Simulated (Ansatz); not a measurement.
Geometry relaxation of SnO2 (part 3 of 3)

SnO2 (slab, 24 atoms in the cell); DFT PBE+D3(BJ), scalar-relativistic, plane waves, PAW, no spin polarisation (Ansatz 0.2.0); cutoff 420 eV, 3×2×1 k-mesh, Gaussian smearing of 0.05 eV. The structure derives from an entry of the Crystallography Open Database. The input holds or restrains some coordinates. Forces given for the steps count only the free coordinates. It belongs to a series of runs on one base structure; here: clean slab, lower planes held.

**Output, continued**
```
--- Relaxed structure (4 steps of the walk, 4 accepted, 0 SCFs on fresh bases) ---
  F+E_penalty+E_count = -57268.95787618 eV   max|allowed force component| = 2.925e-2 eV/Å
  atoms:
    - { symbol: O, position: [0.0, 0.0, 0.3633591963] }
    - { symbol: O, position: [0.5, 0.0, 0.3633591963] }
    - { symbol: Sn, position: [0.0, 0.49999999999999994, 0.42302610649999994] }
    - { symbol: Sn, position: [0.5, 0.49999999999999994, 0.42302610649999994] }
    - { symbol: Sn, position: [0.25, 0.0, 0.42302610649999994] }
    - { symbol: Sn, position: [0.75, 0.0, 0.42302610649999994] }
    - { symbol: O, position: [0.25, 0.30621056249999995, 0.42302610649999994] }
    - { symbol: O, position: [0.75, 0.30621056249999995, 0.42302610649999994] }
    - { symbol: O, position: [0.25, 0.6937894374999999, 0.42302610649999994] }
    - { symbol: O, position: [0.75, 0.6937894374999999, 0.42302610649999994] }
    - { symbol: O, position: [0.0, 0.0, 0.48269301659999997] }
    - { symbol: O, position: [0.5, 0.0, 0.48269301659999997] }
    - { symbol: O, position: [-2.4040995444929967e-31, 0.49999999999999994, 0.5166932246156464] }
    - { symbol: O, position: [0.5, 0.49999999999999994, 0.5166932246156464] }
    - { symbol: Sn, position: [3.052824818403805e-31, -3.551347922632086e-36, 0.5738361654148667] }
    - { symbol: Sn, position: [0.5, -7.102695845264172e-36, 0.5738361654148667] }
    - { symbol: Sn, position: [0.25, 0.49999999999999994, 0.5842146991824536] }
    - { symbol: Sn, position: [0.75, 0.49999999999999994, 0.5842146991824536] }
    - { symbol: O, position: [0.25, 0.8141517313144373, 0.5860087117333067] }
    - { symbol: O, position: [0.75, 0.8141517313144373, 0.5860087117333068] }
    - { symbol: O, position: [0.25, 0.18584826868556253, 0.5860087117333068] }
    - { symbol: O, position: [0.75, 0.18584826868556253, 0.5860087117333068] }
    - { symbol: O, position: [0.0, 0.49999999999999994, 0.6379272904618305] }
    - { symbol: O, position: [0.5, 0.49999999999999994, 0.6379272904618305] }
```

**Trajectory as extended XYZ (Å, eV, eV/Å), 4 frames, from step=1 to step=4**
```
24
Lattice="6.4601 0.0000 0.0000 0.0000 6.7789 0.0000 0.0000 0.0000 22.0168" Properties=species:S:1:pos:R:3:forces:R:3 step=1 energy=-57268.00079
O     0.0000    0.0000    8.0000    0.0000   0.0000   1.0712
O     3.2300    0.0000    8.0000    0.0000   0.0000   1.0712
Sn    0.0000    3.3894    9.3137    0.0000   0.0000   1.9953
Sn    3.2300    3.3894    9.3137    0.0000   0.0000   1.9953
Sn    1.6150    0.0000    9.3137    0.0000   0.0000  -2.6964
Sn    4.8451    0.0000    9.3137    0.0000   0.0000  -2.6964
O     1.6150    2.0758    9.3137    0.0000   1.3178  -0.6645
O     4.8451    2.0758    9.3137    0.0000   1.3178  -0.6645
O     1.6150    4.7031    9.3137    0.0000  -1.3178  -0.6645
O     4.8451    4.7031    9.3137    0.0000  -1.3178  -0.6645
O     0.0000    0.0000   10.6273    0.0000   0.0000   1.4786
O     3.2300    0.0000   10.6273    0.0000   0.0000   1.4786
O     0.0000    3.3894   11.3894    0.0000   0.0000  -1.4805
O     3.2300    3.3894   11.3894    0.0000   0.0000  -1.4805
Sn    0.0000    0.0000   12.7031    0.0000   0.0000  -1.9940
Sn    3.2300    0.0000   12.7031    0.0000   0.0000  -1.9940
Sn    1.6150    3.3894   12.7031    0.0000   0.0000   2.6969
Sn    4.8451    3.3894   12.7031    0.0000   0.0000   2.6969
O     1.6150    5.4652   12.7031    0.0000   1.3183   0.6641
O     4.8451    5.4652   12.7031    0.0000   1.3183   0.6641
O     1.6150    1.3137   12.7031    0.0000  -1.3183   0.6641
O     4.8451    1.3137   12.7031    0.0000  -1.3183   0.6641
O     0.0000    3.3894   14.0168    0.0000   0.0000  -1.0698
O     3.2300    3.3894   14.0168    0.0000   0.0000  -1.0698
24
Lattice="6.4601 0.0000 0.0000 0.0000 6.7789 0.0000 0.0000 0.0000 22.0168" Properties=species:S:1:pos:R:3:forces:R:3 step=2 energy=-57268.88885
O     0.0000    0.0000    8.0000    0.0000   0.0000   1.1563
O     3.2300    0.0000    8.0000    0.0000   0.0000   1.1563
Sn    0.0000    3.3894    9.3137    0.0000   0.0000   2.6003
Sn    3.2300    3.3894    9.3137    0.0000   0.0000   2.6003
Sn    1.6150    0.0000    9.3137    0.0000   0.0000  -3.0675
Sn    4.8451    0.0000    9.3137    0.0000   0.0000  -3.0675
O     1.6150    2.0758    9.3137    0.0000   1.2035  -0.7103
O     4.8451    2.0758    9.3137    0.0000   1.2035  -0.7103
O     1.6150    4.7031    9.3137    0.0000  -1.2035  -0.7103
O     4.8451    4.7031    9.3137    0.0000  -1.2035  -0.7103
O     0.0000    0.0000   10.6273    0.0000   0.0000   1.1458
O     3.2300    0.0000   10.6273    0.0000   0.0000   1.1458
O     0.0000    3.3894   11.4049    0.0000   0.0000  -0.6034
O     3.2300    3.3894   11.4049    0.0000   0.0000  -0.6034
Sn    0.0000    0.0000   12.6480    0.0000   0.0000  -0.3347
Sn    3.2300    0.0000   12.6480    0.0000   0.0000  -0.3347
Sn    1.6150    3.3894   12.8416    0.0000   0.0000   0.9084
Sn    4.8451    3.3894   12.8416    0.0000   0.0000   0.9084
O     1.6150    5.5096   12.8704    0.0000   0.2269   0.0944
O     4.8451    5.5096   12.8704    0.0000   0.2269   0.0944
O     1.6150    1.2693   12.8704    0.0000  -0.2269   0.0944
O     4.8451    1.2693   12.8704    0.0000  -0.2269   0.0944
O     0.0000    3.3894   14.0749    0.0000   0.0000  -0.5774
O     3.2300    3.3894   14.0749    0.0000   0.0000  -0.5774
24
Lattice="6.4601 0.0000 0.0000 0.0000 6.7789 0.0000 0.0000 0.0000 22.0168" Properties=species:S:1:pos:R:3:forces:R:3 step=3 energy=-57268.95708
O     0.0000    0.0000    8.0000    0.0000   0.0000   1.1918
O     3.2300    0.0000    8.0000    0.0000   0.0000   1.1918
Sn    0.0000    3.3894    9.3137    0.0000   0.0000   2.4568
Sn    3.2300    3.3894    9.3137    0.0000   0.0000   2.4568
Sn    1.6150    0.0000    9.3137    0.0000   0.0000  -3.2123
Sn    4.8451    0.0000    9.3137    0.0000   0.0000  -3.2123
O     1.6150    2.0758    9.3137    0.0000   1.1445  -0.7386
O     4.8451    2.0758    9.3137    0.0000   1.1445  -0.7386
O     1.6150    4.7031    9.3137    0.0000  -1.1445  -0.7386
O     4.8451    4.7031    9.3137    0.0000  -1.1445  -0.7386
O     0.0000    0.0000   10.6273    0.0000   0.0000   1.0303
O     3.2300    0.0000   10.6273    0.0000   0.0000   1.0303
O     0.0000    3.3894   11.3778    0.0000   0.0000  -0.0679
O     3.2300    3.3894   11.3778    0.0000   0.0000  -0.0679
Sn    0.0000    0.0000   12.6321    0.0000   0.0000   0.0145
Sn    3.2300    0.0000   12.6321    0.0000   0.0000   0.0145
Sn    1.6150    3.3894   12.8582    0.0000   0.0000  -0.0329
Sn    4.8451    3.3894   12.8582    0.0000   0.0000  -0.0329
O     1.6150    5.5211   12.8993    0.0000  -0.0478   0.0055
O     4.8451    5.5211   12.8993    0.0000  -0.0478   0.0055
O     1.6150    1.2578   12.8993    0.0000   0.0478   0.0055
O     4.8451    1.2578   12.8993    0.0000   0.0478   0.0055
O     0.0000    3.3894   14.0351    0.0000   0.0000   0.0873
O     3.2300    3.3894   14.0351    0.0000   0.0000   0.0873
24
Lattice="6.4601 0.0000 0.0000 0.0000 6.7789 0.0000 0.0000 0.0000 22.0168" Properties=species:S:1:pos:R:3:forces:R:3 step=4 energy=-57268.95788
O     0.0000    0.0000    8.0000    0.0000   0.0000   1.1919
O     3.2300    0.0000    8.0000    0.0000   0.0000   1.1919
Sn    0.0000    3.3894    9.3137    0.0000   0.0000   2.4469
Sn    3.2300    3.3894    9.3137    0.0000   0.0000   2.4469
Sn    1.6150    0.0000    9.3137    0.0000   0.0000  -3.2134
Sn    4.8451    0.0000    9.3137    0.0000   0.0000  -3.2134
O     1.6150    2.0758    9.3137    0.0000   1.1434  -0.7408
O     4.8451    2.0758    9.3137    0.0000   1.1434  -0.7408
O     1.6150    4.7031    9.3137    0.0000  -1.1434  -0.7408
O     4.8451    4.7031    9.3137    0.0000  -1.1434  -0.7408
O     0.0000    0.0000   10.6273    0.0000   0.0000   1.0686
O     3.2300    0.0000   10.6273    0.0000   0.0000   1.0686
O     0.0000    3.3894   11.3759    0.0000   0.0000   0.0293
O     3.2300    3.3894   11.3759    0.0000   0.0000   0.0293
Sn    0.0000    0.0000   12.6340    0.0000   0.0000  -0.0140
Sn    3.2300    0.0000   12.6340    0.0000   0.0000  -0.0140
Sn    1.6150    3.3894   12.8625    0.0000   0.0000  -0.0134
Sn    4.8451    3.3894   12.8625    0.0000   0.0000  -0.0134
O     1.6150    5.5190   12.9020    0.0000   0.0082   0.0008
O     4.8451    5.5190   12.9020    0.0000   0.0082   0.0008
O     1.6150    1.2598   12.9020    0.0000  -0.0082   0.0008
O     4.8451    1.2598   12.9020    0.0000  -0.0082   0.0008
O     0.0000    3.3894   14.0451    0.0000   0.0000  -0.0160
O     3.2300    3.3894   14.0451    0.0000   0.0000  -0.0160
```

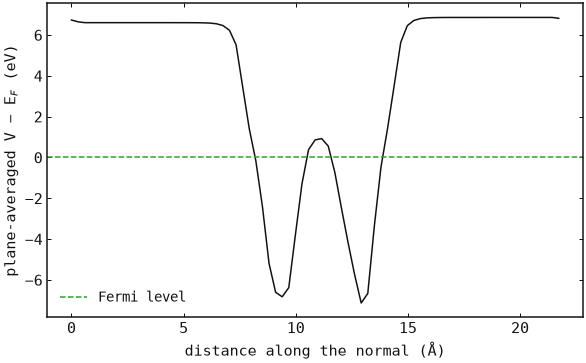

Fig. 1: Plane average of the electrostatic potential energy of an electron across the cell, from the Fermi level. The vacuum level lies 6.86 eV above the Fermi level on the upper side and 6.61 eV on the lower.

This output came from the following input.

**Input file**
```yaml
crystal:
  lattice:
    - [6.4600898524, 0.0, 0.0]
    - [0.0, 6.778869553, 0.0]
    - [0.0, 0.0, 22.0167814121]
  atoms:
    - { symbol: O, position: [0.0, 0.0, 0.3633591963] }
    - { symbol: O, position: [0.5, 0.0, 0.3633591963] }
    - { symbol: Sn, position: [0.0, 0.5, 0.4230261065] }
    - { symbol: Sn, position: [0.5, 0.5, 0.4230261065] }
    - { symbol: Sn, position: [0.25, 0.0, 0.4230261065] }
    - { symbol: Sn, position: [0.75, 0.0, 0.4230261065] }
    - { symbol: O, position: [0.25, 0.3062105625, 0.4230261065] }
    - { symbol: O, position: [0.75, 0.3062105625, 0.4230261065] }
    - { symbol: O, position: [0.25, 0.6937894375, 0.4230261065] }
    - { symbol: O, position: [0.75, 0.6937894375, 0.4230261065] }
    - { symbol: O, position: [0.0, 0.0, 0.4826930166] }
    - { symbol: O, position: [0.5, 0.0, 0.4826930166] }
    - { symbol: O, position: [0.0, 0.5, 0.5173069834] }
    - { symbol: O, position: [0.5, 0.5, 0.5173069834] }
    - { symbol: Sn, position: [0.0, 0.0, 0.5769738935] }
    - { symbol: Sn, position: [0.5, 0.0, 0.5769738935] }
    - { symbol: Sn, position: [0.25, 0.5, 0.5769738935] }
    - { symbol: Sn, position: [0.75, 0.5, 0.5769738935] }
    - { symbol: O, position: [0.25, 0.8062105625, 0.5769738935] }
    - { symbol: O, position: [0.75, 0.8062105625, 0.5769738935] }
    - { symbol: O, position: [0.25, 0.1937894375, 0.5769738935] }
    - { symbol: O, position: [0.75, 0.1937894375, 0.5769738935] }
    - { symbol: O, position: [0.0, 0.5, 0.6366408037] }
    - { symbol: O, position: [0.5, 0.5, 0.6366408037] }
basis:
  ecutwfc: 420
kpoints:
  mp_grid: { grid: [3, 2, 1] }
hamiltonian:
  xc: pbe
  dispersion: d3bj
scf:
  occupations: { method: gaussian, width: 0.05 }
output:
  forces: true
  eigenvalues: true
relax:
  adjacent_minimum: "off"
  f_tol: 0.03
  max_steps: 70
  constraints: [{ sites: [0, 1, 2, 3, 4, 5, 6, 7, 8, 9, 10, 11] }]
efield:
  axis: 3
  dipole_correction: true
  ramp_width: 0.04
```

Run as:
```bash
ansatz run input.yaml --threads 4 --pin off --max-ram 10240MiB --backend cpu --events-out ev --progress --plain --runs-dir out
```

**Summary**

- outcome: converged under the restraints of the input
- electrons treated: 208
- free energy: −57268.9579 eV
- work function, top face: 6.86 eV
- work function, bottom face: 6.61 eV
- Fermi energy: −1.584 eV
- gap on the k-point mesh: 0.48 eV
- final volume: 964.16 Å³
- work function (upper face): 6.86 eV
- largest force (length of the vector) at the end, held atoms and coordinates included: 3.213 eV/Å
- hardware: 4 threads of Arm Neoverse V1, 24 GiB of memory available, shared host
- wall time: 86 s (CPU time 4.5 min)
- peak memory: 2 GiB
